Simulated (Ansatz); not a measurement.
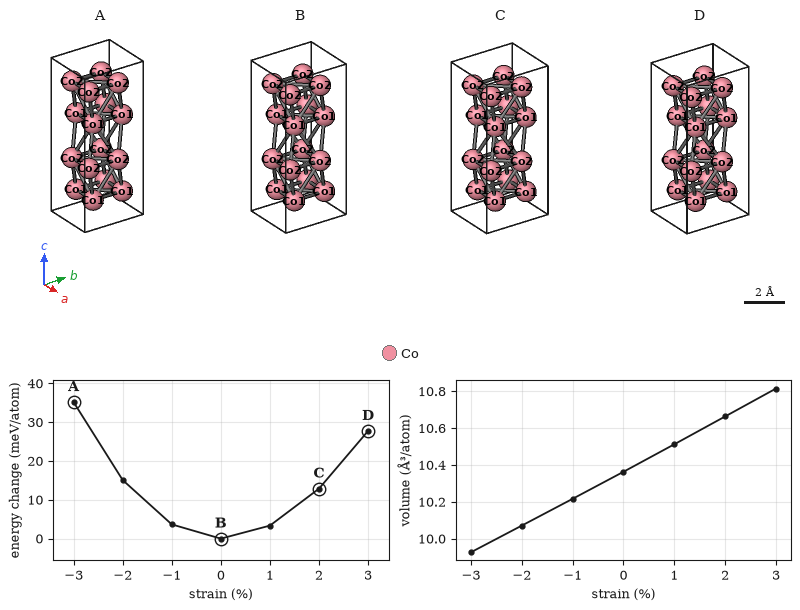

Members of a series of calculations on crystalline Co (set up in P6_3/mmc), marked on the first curve. Style: ball-and-stick. Shown: the cell of the calculation, repeated to show the pattern, slightly off an axis.

The calculation used DFT PBEsol, scalar-relativistic, plane waves, PAW (Ansatz). Settings: plane-wave cutoff 420 eV; k-point mesh 21 × 21 × 10; occupations gaussian; smearing width 0.1 eV; collinear spin.

Q: Which kind of strain is it, and how does the structure respond?

A: Biaxial strain in the a–b plane, c and atoms relaxed. A (strain −3.0 %): energy change 35.2 meV/atom, volume 9.93 Å³ per atom. B (strain 0.0 %): energy change 0.0 meV/atom, volume 10.36 Å³ per atom. C (strain 2.0 %): energy change 12.9 meV/atom, volume 10.66 Å³ per atom. D (strain 3.0 %): energy change 27.7 meV/atom, volume 10.82 Å³ per atom. The rest compares A with D. Cell: a = b 4.764 → 5.059 Å (+6.2 %), c 8.079 → 7.807 Å (−3.4 %). Volume +9.0 %. Near-neighbour distances before and after: Co–Co 2.382 → 2.530 Å, Co–Co 2.444 → 2.438 Å.
